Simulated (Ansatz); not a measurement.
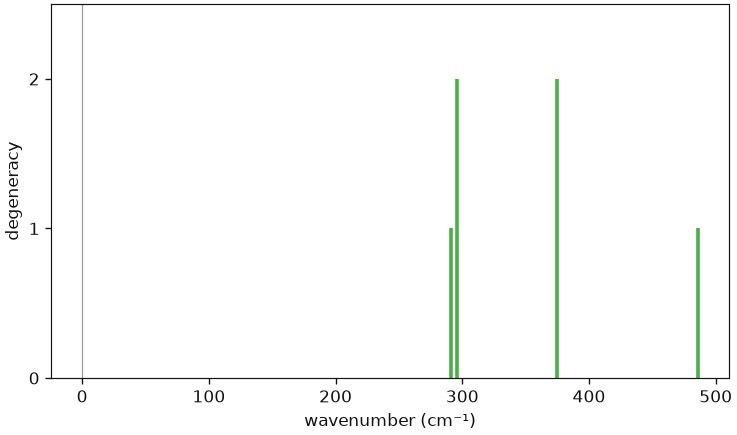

The figure shows the zone-centre optical phonon frequencies (the three acoustic modes are left out) for Al₂Ru, space group I4/mmm (No. 139).

Structure:
```
Al Ru
1.0
    -1.52594    1.52594    4.10215
     1.52594   -1.52594    4.10215
     1.52594    1.52594   -4.10215
Al Ru
2 1
Cartesian
  0.0000 0.0000 5.4182
  0.0000 0.0000 2.7861
  0.0000 0.0000 0.0000
```

Computed with Ansatz 0.2.0: harmonic phonon frequencies at the zone centre with atoms at rest in the given cell, without the long-range term of polar modes, the three translations left out, imaginary frequencies are negative; plane waves with PAW datasets, Γ-centred k mesh. Level: PBEsol, no spin polarisation.

- wave cutoff: 420 eV
- k mesh: 20×20×20
- occupations: Fermi–Dirac
- smearing width: 0.15 eV
- pressure: 15 GPa
- phonon method: linear response

What do the frequencies say about stability?

Answer. No frequency is imaginary, so the structure is stable to these displacements (zone-boundary modes weren't tested here).

Where does the highest mode lie?

Answer. The highest mode lies at 486.3 cm⁻¹.

List the optical modes with their degeneracies.

Answer. 291.3, 296.0 (×2), 374.6 (×2), 486.3 cm⁻¹.

Limits of the calculation: metal sensitive to the k mesh.
